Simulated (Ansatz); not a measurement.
**Ga₃S₂: density, localisation and related maps**

The calculation's input:

```
crystal:
  lattice:
    - [4.3362258007, 0.0, 0.0]
    - [-2.1681129003, 3.7552816999, 0.0]
    - [0.0, 0.0, 6.7560718513]
  atoms:
    - { symbol: Ga, position: [0.6666666667, 0.3333333333, 0.2093994169] }
    - { symbol: Ga, position: [0.6666666667, 0.3333333333, 0.7906005831] }
    - { symbol: Ga, position: [0.0, 0.0, 0.5] }
    - { symbol: S, position: [0.0, 0.0, 0.0] }
    - { symbol: S, position: [0.3333333333, 0.6666666667, 0.5] }
basis:
  ecutwfc: 420
kpoints:
  mp_grid: { grid: [12, 12, 6] }
hamiltonian:
  xc: pbe
scf:
  occupations: { method: gaussian, width: 0.1 }
output:
  forces: true
  stress: true
  eigenvalues: true
  write_density: true
  write_potential: true
  elf: true
  volumetric_format: npy
relax:
  adjacent_minimum: "off"
  f_tol: 0.01
  max_steps: 80
  cell: { stress_tol: 0.05 }
```

Command:

```sh
ansatz run input.yaml --threads 1 --pin off --max-ram 2560MiB --backend cpu --events-out ev --progress --plain --runs-dir out
```

Below, planes, directions and counts refer to the conventional cell (a = 4.34 Å, b = 4.34 Å, c = 6.75 Å, α = 90.00°, β = 90.00°, γ = 120.00°).

The fields are those of the run's last geometry, not of the input's.

Space group P-6m2; a structure generated by program, which may or may not match a known phase; computed without spin polarisation.

Method: DFT PBE, scalar-relativistic, plane waves, PAW (Ansatz 0.2.0).

In a PAW calculation such maps are meaningful between the atoms, not at the nuclei.

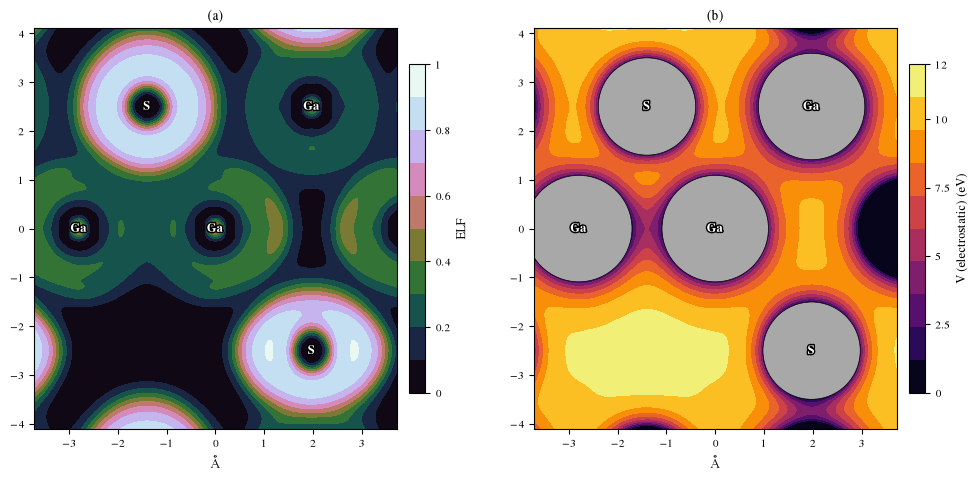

Figure 1. (a) ELF; (b) electrostatic potential (local pseudopotential plus Hartree) felt by an electron on the (110) plane of the conventional cell. Grey discs cover the atomic cores in the potential map.

Q: What do the fields say about this system?

A:
- Atoms in the plane: Ga and S.
- Ga–S (2.87 Å): the ELF peaks at about 0.85 in the valence shell of S, 0.8 Å from its nucleus, and drops to about 0.25 between the two atoms.
- The ELF also peaks beside S, away from the bonds: lone-pair regions.
- The features right at Ga lie inside the PAW spheres, where the map follows smoothed inner orbitals and isn't to be read closely.
- Outside the cores the potential energy rises away from the atoms and is highest about 2.5 Å from the nearest atoms; its zero is arbitrary.

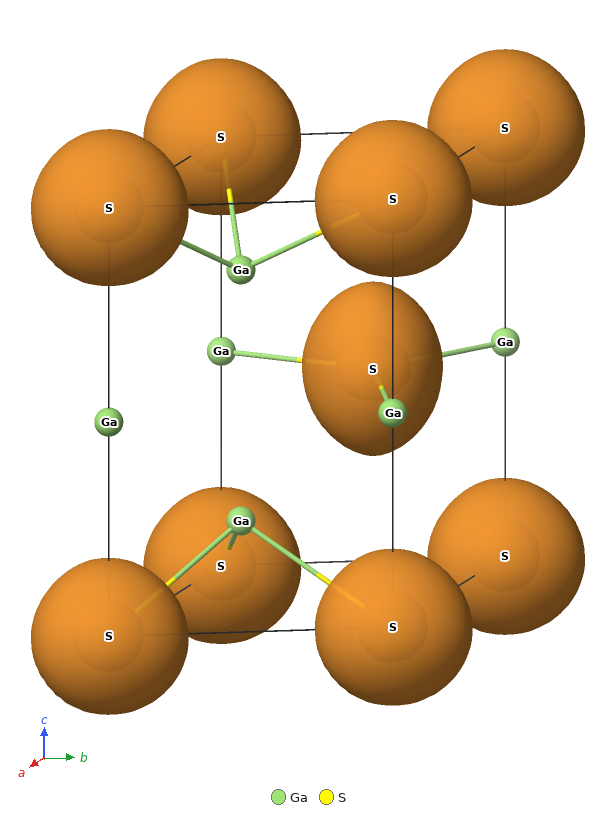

Figure 2. Isosurface of the electron localisation function at 0.7 (orange), seen slightly off an axis. Core shells and regions of very low density are left out. Sticks mark near contacts.

Q: Where are the electrons localised?

A: The surface consists of two regions wrapped around S (the valence shell of each), counted in one cell of 5 atoms. Regions shared between cells count once. Profiles from the grid: Ga–S (2.50 Å): the ELF peaks at about 0.85 in the valence shell of S, 0.8 Å from its nucleus, and is about 0.55 at the midpoint.

Q: Does the calculation make it a metal, or give it a gap?

A: It is gapless in this calculation (a metal or semimetal).
